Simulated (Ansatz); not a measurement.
# AgBr: a changed input and its effect

System: AgBr (2 atoms in the cell).
Method of run A: Kohn-Sham DFT of a periodic cell, revPBE with D3(BJ), all-electron LAPW, scalar-relativistic, no spin polarisation (Ansatz 0.2.0).

The structure derives from an entry of the Crystallography Open Database. Text and figures count atoms from 1; the logs count them from 0 in places.

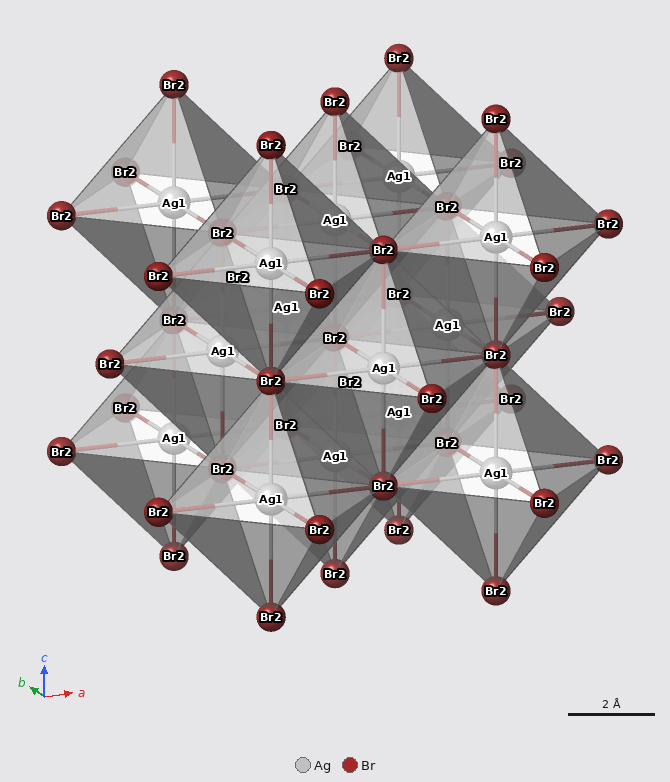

**Figure 1.** The structure as given in the input (polyhedral view of the cell 4 times as large as that of the calculation, set on its symmetry axes, seen slightly off an axis; polyhedra are completed across the faces of the cell; atoms are numbered from 1 in the order of the input).

### The input, run A
```yaml
crystal:
  lattice:
    - [0.0, 2.87015, 2.87015]
    - [2.87015, 0.0, 2.87015]
    - [2.87015, 2.87015, 0.0]
  atoms:
    - { symbol: Ag, position: [0.0, 0.0, 0.0] }
    - { symbol: Br, position: [0.5, 0.5, 0.5] }
kpoints:
  mp_grid: { grid: [8, 8, 8] }
scf:
  occupations: { method: fermi_dirac, width: 0.05 }
hamiltonian:
  xc: revpbe
  dispersion: d3bj
  pseudopotentials: { kind: all_electron, lapw: { basis_error: 0.001 } }
output:
  forces: true
  stress: true
relax:
  f_tol: 0.02
  max_steps: 60
  cell: {}
```

Launched with:
```bash
ansatz run input.yaml --threads 1 --pin off --max-ram 3072MiB --backend cpu --events-out ev --progress --plain --runs-dir out
```

Hardware: 1 thread of Intel Xeon (Sapphire Rapids), 16 GiB of memory available, shared host.

### Output, shortened to warnings, some set-up lines, iterations and results (run A)
```
Basis set: ecut = 231.69237465803283 eV, 339 PW (Γ), exchange–correlation at level 2
Symmetry: 48 space group operations
k-points: 29 of 512
Initial density: superposition of atomic densities (chi_scale 0.1, normalization cell, long waves kept (reshape's long-wave potential 0.00 eV rms))
[...]
SCF iter   1: F=—  HF=-215593.771165 eV  |F-HF|=—  |Δ(HF+E_count)|=         —  Δρ=1.61e-2  dr2=2.63e-1  ethr=5.97e-4  ⟨swp⟩=2.4  Hψ=5023  notcnv=0
SCF iter   2: F=—  HF=-215593.672217 eV  |F-HF|=—  |Δ(HF+E_count)|=   9.89e-2  Δρ=2.96e-3  dr2=2.38e-3  ethr=5.41e-6  ⟨swp⟩=2.0  Hψ=4012  notcnv=0
SCF iter   3: F=—  HF=-215593.652567 eV  |F-HF|=—  |Δ(HF+E_count)|=   1.96e-2  Δρ=2.60e-3  dr2=4.80e-3  ethr=5.41e-6  ⟨swp⟩=3.0  Hψ=2614  notcnv=0
SCF iter   4: F=—  HF=-215593.652933 eV  |F-HF|=—  |Δ(HF+E_count)|=   3.66e-4  Δρ=9.56e-4  dr2=5.72e-4  ethr=5.41e-6  ⟨swp⟩=2.1  Hψ=2272  notcnv=0
SCF iter   5: F=—  HF=-215593.653281 eV  |F-HF|=—  |Δ(HF+E_count)|=   3.48e-4  Δρ=1.89e-4  dr2=1.35e-5  ethr=1.30e-6  ⟨swp⟩=2.9  Hψ=2305  notcnv=0
[... 15 lines ...]
relax step   3: F+E_penalty+E_count = -215593.65475630 eV  Δ(F+E_penalty+E_count) = -5.958e-5 eV  max|allowed force component| = 3.418e-30 eV/Å  Δτ_max = 0.0000 Å  P = -0.005 …
SCF iter   1: F=—  HF=-215593.654757 eV  |F-HF|=—  |Δ(HF+E_count)|=         —  Δρ=5.29e-6  dr2=2.51e-8  ethr=5.70e-11  ⟨swp⟩=3.1  Hψ=3801  notcnv=0
SCF iter   2: F=-215593.654756 eV  HF=-215593.654756 eV  |F-HF|=1.28e-9  |Δ(HF+E_count)|=   7.10e-7  Δρ=1.79e-6  dr2=1.72e-9  ethr=3.91e-12  ⟨swp⟩=2.0  Hψ=3858  notcnv=0
SCF 4 converged in 2 iterations: F = -215593.654756 eV  dr2 = 1.72e-9
relax step   4: F+E_penalty+E_count = -215593.65475632 eV  Δ(F+E_penalty+E_count) = -1.903e-8 eV  max|allowed force component| = 6.705e-30 eV/Å  Δτ_max = 0.0000 Å  P = -0.005 …
basis re-selected at this cell: Δ(F+E_penalty+E_count) = -1.903e-8 eV, ΔP = +0.000 GPa vs the last step (what re-selecting the basis moved, after the strain that the cell walked since its last selection, with what the two solves' SCF thresholds leave and, on support functions, any second-order …
SCF converged after 2 iterations
Free energy (F): -215593.654756 eV
Harris-Foulkes:  -215593.654756 eV  (|F-HF|=1.28e-9)
Internal energy: -215593.654751 eV  (E = F + TS)
E sigma→0 (E₀):  -215593.654754 eV
Entropy (-TS):   -0.000005 eV (-0.003 meV/atom)
Fermi energy:    10.898506 eV
--- Per-component energies (eV) ---
  E_band       = -2192.444708
  E_kinetic    = 223970.428221
  E_xc         = -6589.636781
  E_electrostatic = -432973.000763  (all electrons and nuclei)
  E_disp       = -1.445428  (pairwise vdW)
  E_smearing   = -0.000005  (= −TS)
  E_closure    = 0.000000  (closes the sum)
  E_atoms      = -215587.936822  (free atoms, spherical and without spin; not in F)
  Σ components = -215593.654756   (vs F -215593.654756, Δ=0.00e0)
  Basis errors (estimates in eV, not in F): energy 4.0e-4 per atom: plane waves 3.9e-4 (2.1e-4 summed), levels above the bands 2.4e-80, relativity 1.4e-8, radial functions 1.7e-5, core shells 3.6e-7; eigenvalues (radial functions only) 2.8e-6; not estimated: angular momenta, meshes, grids; target …
--- Forces (eV/Å), atoms counted from 1 ---
  atom   1  Ag     0.00000000    -0.00000000    -0.00000000
  atom   2  Br    -0.00000000     0.00000000     0.00000000
  max |Σ_I F_I| component: 7.63e-30 eV/Å
--- Stress (GPa, compression-positive) ---
       -0.004644      -0.000000      -0.000000
       -0.000000      -0.004644      -0.000000
       -0.000000      -0.000000      -0.004644
  P = ⅓ Tr σ = -0.0046 GPa (-0.046 kbar)
--- Relaxed structure (3 steps of the walk, 3 accepted, 1 SCFs on fresh bases) ---
  F+E_penalty+E_count = -215593.65475632 eV   max|allowed force component| = 6.705e-30 eV/Å   (the final SCF, on the basis selected at the relaxed cell)
  cell:  # Å, volume = 46.6028 Å³
    - [-1.48880401586168e-34, 2.8562359846366427, 2.8562359846366427]
    - [2.8562359846366427, -6.050754289063512e-35, 2.8562359846366427]
    - [2.8562359846366427, 2.8562359846366427, -3.2642227085737374e-35]
  atoms:
[...]
```

For run B the input was changed thus:
```diff
-  xc: revpbe
-  dispersion: d3bj
+  xc: rpbe
+  dispersion: d4
```

How does run B compare with run A?

The total energies belong to different models, so their difference says nothing on which is more stable or more accurate. The volume per atom goes from 23.30 to 23.49 Å³. The functional changes from revPBE to RPBE. The SCF takes 13 iterations over all geometry steps against 17.

### Output, shortened to warnings, some set-up lines, iterations and results (run B)
```
Basis set: ecut = 231.65367363442508 eV, 339 PW (Γ), exchange–correlation at level 2
Symmetry: 48 space group operations
k-points: 29 of 512
Initial density: superposition of atomic densities (chi_scale 0.1, normalization cell, long waves kept (reshape's long-wave potential 0.00 eV rms))
[...]
SCF iter   1: F=—  HF=-215597.944103 eV  |F-HF|=—  |Δ(HF+E_count)|=         —  Δρ=1.64e-2  dr2=2.75e-1  ethr=6.24e-4  ⟨swp⟩=2.5  Hψ=5023  notcnv=0
SCF iter   2: F=—  HF=-215597.841845 eV  |F-HF|=—  |Δ(HF+E_count)|=   1.02e-1  Δρ=3.02e-3  dr2=2.55e-3  ethr=5.78e-6  ⟨swp⟩=2.0  Hψ=4012  notcnv=0
SCF iter   3: F=—  HF=-215597.822524 eV  |F-HF|=—  |Δ(HF+E_count)|=   1.93e-2  Δρ=2.65e-3  dr2=5.03e-3  ethr=5.78e-6  ⟨swp⟩=3.0  Hψ=2629  notcnv=0
SCF iter   4: F=—  HF=-215597.823241 eV  |F-HF|=—  |Δ(HF+E_count)|=   7.17e-4  Δρ=1.00e-3  dr2=6.33e-4  ethr=5.78e-6  ⟨swp⟩=2.3  Hψ=2286  notcnv=0
SCF iter   5: F=—  HF=-215597.823718 eV  |F-HF|=—  |Δ(HF+E_count)|=   4.77e-4  Δρ=2.02e-4  dr2=1.64e-5  ethr=1.44e-6  ⟨swp⟩=2.9  Hψ=2338  notcnv=0
[... 9 lines ...]
relax step   2: F+E_penalty+E_count = -215597.82394408 eV  Δ(F+E_penalty+E_count) = -1.837e-4 eV  max|allowed force component| = 9.039e-31 eV/Å  Δτ_max = 0.0000 Å  P = +0.046 …
SCF iter   1: F=—  HF=-215597.823945 eV  |F-HF|=—  |Δ(HF+E_count)|=         —  Δρ=3.30e-6  dr2=6.09e-9  ethr=1.39e-11  ⟨swp⟩=4.3  Hψ=4128  notcnv=0
SCF iter   2: F=-215597.823944 eV  HF=-215597.823944 eV  |F-HF|=2.04e-10  |Δ(HF+E_count)|=   7.27e-7  Δρ=2.78e-6  dr2=6.77e-9  ethr=1.38e-11  ⟨swp⟩=3.0  Hψ=2525  notcnv=0
SCF 3 converged in 2 iterations: F = -215597.823944 eV  dr2 = 6.77e-9
relax step   3: F+E_penalty+E_count = -215597.82394405 eV  Δ(F+E_penalty+E_count) = +2.710e-8 eV  max|allowed force component| = 8.875e-31 eV/Å  Δτ_max = 0.0000 Å  P = +0.046 …
basis re-selected at this cell: Δ(F+E_penalty+E_count) = +2.710e-8 eV, ΔP = +0.000 GPa vs the last step (what re-selecting the basis moved, after the strain that the cell walked since its last selection, with what the two solves' SCF thresholds leave and, on support functions, any second-order …
SCF converged after 2 iterations
Free energy (F): -215597.823944 eV
Harris-Foulkes:  -215597.823944 eV  (|F-HF|=2.04e-10)
Internal energy: -215597.823941 eV  (E = F + TS)
E sigma→0 (E₀):  -215597.823942 eV
Entropy (-TS):   -0.000004 eV (-0.002 meV/atom)
Fermi energy:    10.799957 eV
--- Per-component energies (eV) ---
  E_band       = -2196.120245
  E_kinetic    = 223975.388841
  E_xc         = -6593.885118
  E_electrostatic = -432977.832163  (all electrons and nuclei)
  E_disp       = -1.495501  (pairwise vdW)
  E_smearing   = -0.000004  (= −TS)
  E_closure    = 0.000000  (closes the sum)
  E_atoms      = -215592.140252  (free atoms, spherical and without spin; not in F)
  Σ components = -215597.823944   (vs F -215597.823944, Δ=0.00e0)
  Basis errors (estimates in eV, not in F): energy 4.2e-4 per atom: plane waves 4.0e-4 (2.2e-4 summed), levels above the bands 2.4e-80, relativity 3.8e-8, radial functions 1.9e-5, core shells 3.3e-7; eigenvalues (radial functions only) 2.9e-6; not estimated: angular momenta, meshes, grids; target …
--- Forces (eV/Å), atoms counted from 1 ---
  atom   1  Ag     0.00000000    -0.00000000    -0.00000000
  atom   2  Br    -0.00000000     0.00000000    -0.00000000
  max |Σ_I F_I| component: 5.59e-31 eV/Å
--- Stress (GPa, compression-positive) ---
        0.045957       0.000000       0.000000
        0.000000       0.045957       0.000000
        0.000000       0.000000       0.045957
  P = ⅓ Tr σ = 0.0460 GPa (0.460 kbar)
--- Relaxed structure (2 steps of the walk, 2 accepted, 1 SCFs on fresh bases) ---
  F+E_penalty+E_count = -215597.82394405 eV   max|allowed force component| = 8.875e-31 eV/Å   (the final SCF, on the basis selected at the relaxed cell)
  cell:  # Å, volume = 46.9869 Å³
    - [1.314679925468834e-35, 2.8640602204706647, 2.8640602204706647]
    - [2.8640602204706647, 5.413832784951564e-35, 2.8640602204706647]
    - [2.8640602204706647, 2.8640602204706647, 2.429292557664744e-35]
  atoms:
[...]
```

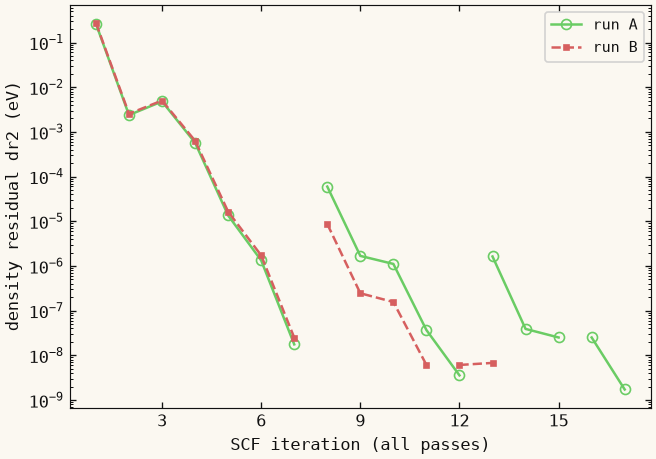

**Figure 2.** Convergence of the two runs: density residual dr2 against the SCF iteration. A break in a curve parts two SCF passes. Run A takes 17 iterations in all, and run B takes 13.

### The two runs side by side

| quantity | run A | run B |
| --- | --- | --- |
| outcome | converged | converged |
| free energy per atom (eV) | −107796.8274 | −107798.9120 |
| pressure (GPa) | 0.00 | 0.05 |
| volume per atom (Å³) | 23.30 | 23.49 |
| largest force (eV/Å) | 0.000 | 0.000 |
| SCF iterations | 17 | 13 |
| irreducible k-points | 29 | 29 |
| wall time (shared host) | 14 s | 11 s |
